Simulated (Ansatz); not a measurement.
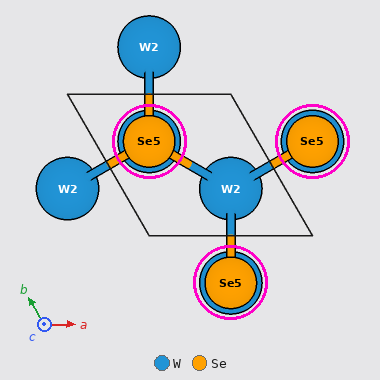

Four computed energy maps of cells of WSe₂. The picture above is the structure of the first map.

Map 1

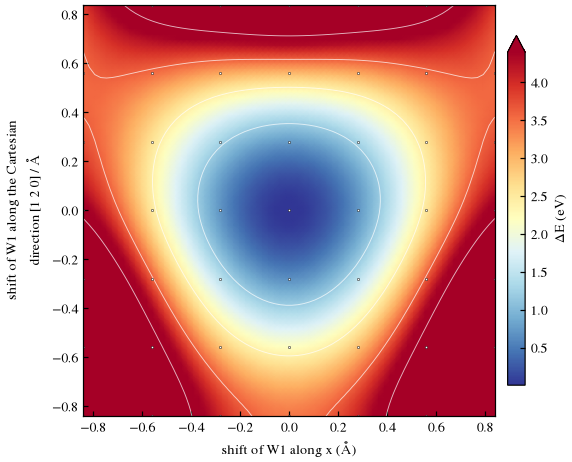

WSe₂ (P6_3/mmc, No. 194; 6 atoms in the cell). One atom moved over a plane, all else fixed (x along [1 0 0], y along [1 2 0], z along [0 0 1] of the conventional cell). The first coordinate is: shift of W1 along x; the second: shift of W1 along the Cartesian direction [1 2 0]. Nothing is relaxed (all other atoms fixed). Grid: 7 × 7 points; 28 points were computed and 21 follow by symmetry. Points are written as (first, second). Energies are in eV per cell, from the lowest grid point. The band gap closes in part of the range. These are results of DFT PBE+D3(BJ), scalar-relativistic, plane waves, PAW (Ansatz), not measurements. Settings: cutoff 420 eV, k-mesh 9×9×2 in the order of the run's cell vectors, gaussian smearing 0.05 eV, no spin polarisation.

The picture shows a smooth colour map with a few white contour lines, dots at the grid points, one colour for all values above the top of the scale. Between grid points the surface is interpolated.

Map 2

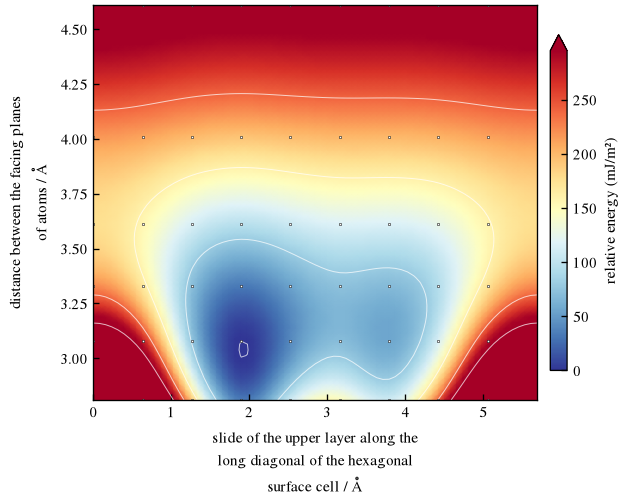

A bilayer of two WSe₂ sheets (1H type), the upper one turned by 180 degrees about the normal (6 atoms in the cell). The upper layer of a bilayer is slid along a line and lifted, both layers rigid. First axis: slide of the upper layer along the long diagonal of the hexagonal surface cell, from Se4 above Se3. Second axis: distance between the facing planes of atoms. The grid has 9 × 6 points. Points are written as (first, second). All energies are given in mJ/m² relative to the lowest grid point. Level of theory: DFT PBE+D3(BJ), scalar-relativistic, plane waves, PAW in Ansatz 0.2.0. Settings: cutoff 420 eV, k-mesh 9×9×1, gaussian smearing 0.05 eV, no spin polarisation.

The picture shows a smooth colour map with a few white contour lines, dots at the grid points, one colour for all values above the top of the scale. Between grid points the surface is interpolated.

Map 3

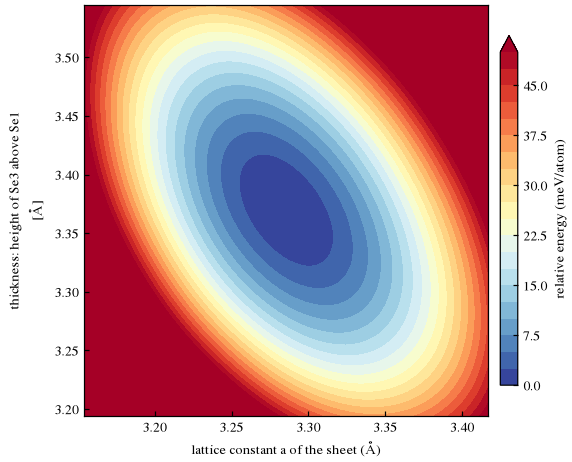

A two-dimensional sheet of WSe₂ (3 atoms in the cell). The lattice constant and the thickness of a sheet are varied, nothing relaxed. The first coordinate is: lattice constant a of the sheet (both vectors scaled alike); the second: thickness: height of Se3 above Se1, all heights scaled alike. Grid: 7 × 7 points. Points are written as (first, second). All energies are given in meV/atom relative to the lowest grid point. This map comes from DFT PBE+D3(BJ), scalar-relativistic, plane waves, PAW in Ansatz 0.2.0. Settings: cutoff 420 eV, k-mesh 9×9×1, gaussian smearing 0.02 eV, no spin polarisation.

In the figure: filled contours, one colour for all values above the top of the scale. Between grid points the surface is interpolated.

Map 4

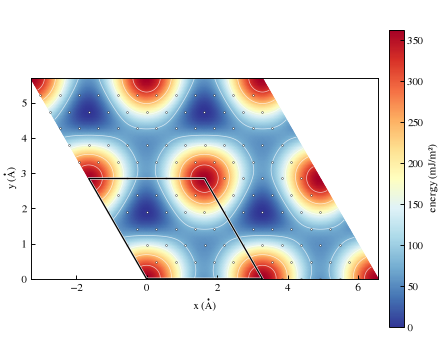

A bilayer of two WSe₂ sheets (1H type), the upper one turned by 180 degrees about the normal (6 atoms in the cell). The upper layer of a bilayer is slid over the lower one; relaxed at each slide: nothing; the origin of the map has Se4 above Se3; the distance between the facing planes is held at 3.11 Å. Places are given modulo a cell vector. The map is drawn in real space over the plane of the slide. The scan uses a 6 × 6 grid; 10 points were computed and 26 follow by symmetry. Energies: mJ/m², counted from the lowest grid point. At a held distance the lowest stacking need not be the one that binds best once the distance relaxes. Computed with Ansatz 0.2.0, DFT PBE+D3(BJ), scalar-relativistic, plane waves, PAW. Settings: cutoff 420 eV, k-mesh 9×9×1, gaussian smearing 0.05 eV, no spin polarisation.

The picture shows a smooth colour map with a few white contour lines, dots at the grid points, the outline of one cell of the 2 × 2 shown. Between grid points the surface is interpolated.

What does each map show?

Answer. Map 1: The lowest grid point is at (0.00 Å, 0.00 Å). No other kind of well shows on this grid. The highest grid point, (−0.84 Å, −0.84 Å), lies 11.6 eV above the lowest. Near the minimum the well is nearly round, with a curvature of about 19 eV/Å².
Map 2: The lowest grid point is at (1.90 Å, 3.08 Å). There is a further well near (3.79 Å, 3.08 Å) (56 mJ/m² above the lowest at that grid point). The highest grid point, (0.00 Å, 2.81 Å), lies 876 mJ/m² above the lowest. On the interpolated surface the easiest way out of the lowest well to the well at about (3.79 Å, 3.14 Å) passes a barrier of about 66 mJ/m².
Map 3: The lowest grid point is at (3.285 Å, 3.369 Å). It is the only kind of minimum in the scanned range. The highest grid point, (3.154 Å, 3.194 Å), lies 181 meV/atom above the lowest. Round the minimum the valley is somewhat tilted: raising the first coordinate shifts the best value of the second coordinate downwards (coupling k₁₂/√(k₁₁k₂₂) about 0.5).
Map 4: The lowest grid point is at (2/6, 4/6) of the cell vectors. There is a further well near (4/6, 2/6) of the cell vectors (54 mJ/m² above the lowest at that grid point). The highest grid point, (0/6, 0/6) of the cell vectors, lies 363 mJ/m² above the lowest. On the interpolated surface the easiest way out of the lowest well to the well at (4/6, 2/6) of the cell vectors passes a barrier of about 66 mJ/m². Facing atoms of the upper layer at the lowest point: Se above W of a deeper plane, the W behind them above Se; at the highest: Se above Se.

PAW datasets: the set soft_1.
